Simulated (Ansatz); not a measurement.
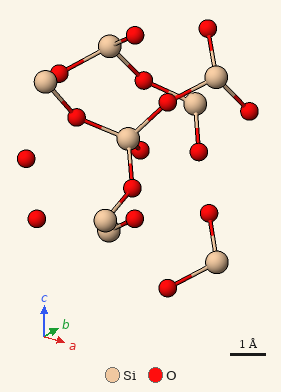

Starting structure of a defect cell of composition Si₂₃O₄₈ (cell charge +1). The picture is a ball-and-stick view of the atoms within 4.2 Å of the atom that moves most (axes of the cell of the calculation (origin shifted)), seen slightly off an axis.

These are results of DFT, PBEsol, PAW, plane waves (Ansatz), not measurements.

Settings: plane-wave cutoff 420 eV; k-point mesh 1 × 1 × 1; mesh shifted by (0.25, 0.25, 0.25); collinear spin; atoms relaxed in a fixed cell; force threshold 0.03 eV/Å; at most 80 steps.

```
Si O
1.0
     9.90164    0.00000    0.00000
    -4.95082    8.57507    0.00000
     0.00000    0.00000   10.88588
Si O
23 48
Direct
  0.23263 0.99826 0.17026
  0.23121 0.99873 0.66866
  0.23276 0.49908 0.16457
  0.23703 0.50242 0.66394
  0.73632 0.99980 0.16884
  0.73468 0.00112 0.66873
  0.73985 0.50247 0.16761
  0.73322 0.49760 0.66289
  0.99596 0.23395 0.33466
  0.99894 0.23523 0.83213
  0.99623 0.73644 0.33446
  0.00265 0.73708 0.83564
  0.50145 0.23750 0.33385
  0.49950 0.23551 0.83326
  0.50149 0.73897 0.33407
  0.49861 0.73535 0.83417
  0.26827 0.26639 0.99984
  0.26718 0.76536 0.00064
  0.26537 0.76765 0.49981
  0.76183 0.26530 0.00150
  0.76623 0.26872 0.49953
  0.76252 0.76411 0.99741
  0.76210 0.76280 0.50079
  0.20255 0.13120 0.10628
  0.20687 0.13164 0.60743
  0.20289 0.62847 0.10728
  0.20715 0.63142 0.60946
  0.70664 0.13264 0.11063
  0.70653 0.13438 0.60476
  0.70679 0.63186 0.10848
  0.71004 0.63253 0.60938
  0.36972 0.07510 0.27427
  0.36923 0.07610 0.77518
  0.36356 0.57089 0.27190
  0.36980 0.57524 0.77687
  0.86796 0.07309 0.27297
  0.86466 0.06717 0.76933
  0.86377 0.57301 0.27182
  0.86527 0.57420 0.77686
  0.43020 0.29354 0.44312
  0.42434 0.29349 0.94032
  0.42729 0.79737 0.44057
  0.42636 0.79131 0.94156
  0.92672 0.29588 0.44070
  0.92829 0.29508 0.93982
  0.92713 0.79354 0.44219
  0.93063 0.79678 0.93880
  0.13365 0.20736 0.39513
  0.13435 0.20853 0.89016
  0.13199 0.70775 0.39211
  0.13329 0.70582 0.89387
  0.63204 0.20735 0.39513
  0.63392 0.20302 0.89266
  0.62986 0.70635 0.39189
  0.63332 0.70534 0.89520
  0.07676 0.36552 0.22588
  0.07652 0.37051 0.72631
  0.07093 0.86956 0.22458
  0.07172 0.86257 0.72651
  0.57512 0.36601 0.22622
  0.57514 0.36682 0.72786
  0.57652 0.87005 0.22559
  0.57224 0.86436 0.72562
  0.29269 0.42722 0.06284
  0.29816 0.43023 0.55903
  0.29211 0.92796 0.05765
  0.29486 0.92609 0.56078
  0.78848 0.42365 0.05960
  0.79314 0.42935 0.56009
  0.79417 0.92465 0.05688
  0.79561 0.92603 0.55589
```

### Predict the outcome.

After 13 geometry steps the energy has fallen by 1.948 eV per cell of the calculation. The largest force component goes from 3.3 to 0.026 eV/Å. O25 moves most: 0.51 Å along [1 0 −3]. Largest moves by element: O 0.51 Å, Si 0.22 Å. The cell doesn't change. Some distances before and after: Si2–O25 1.597 → 1.705 Å, Si4–O65 1.617 → 1.702 Å, Si13–O40 1.616 → 1.692 Å, Si2–O33 1.659 → 1.604 Å. Bond angles that change, for instance: Si2–O67–Si19 143.3° → 157.9°, Si2–O33–Si14 144.1° → 154.6°, Si2–O59–Si12 143.1° → 137.7°. The run took 6.1 min on 7 threads of Arm Neoverse-V2, peak memory 2.9 GiB.

Step by step:

```csv
step,"E − E(0), meV/atom","largest force component, eV/Å"
0,0.00,3.3165
1,-13.32,2.2312
2,-23.47,0.5355
3,-24.65,0.1882
4,-25.73,0.2386
5,-26.15,0.1619
6,-26.50,0.1918
7,-26.80,0.2420
8,-27.09,0.2183
9,-27.25,0.1364
10,-27.35,0.0570
11,-27.39,0.1445
12,-27.43,0.0456
13,-27.43,0.0263
```

The end point in the same view:

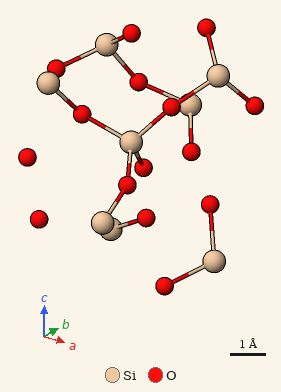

Limits of the set-up: the cell is charged, on a uniform background, and energies carry no finite-size correction.
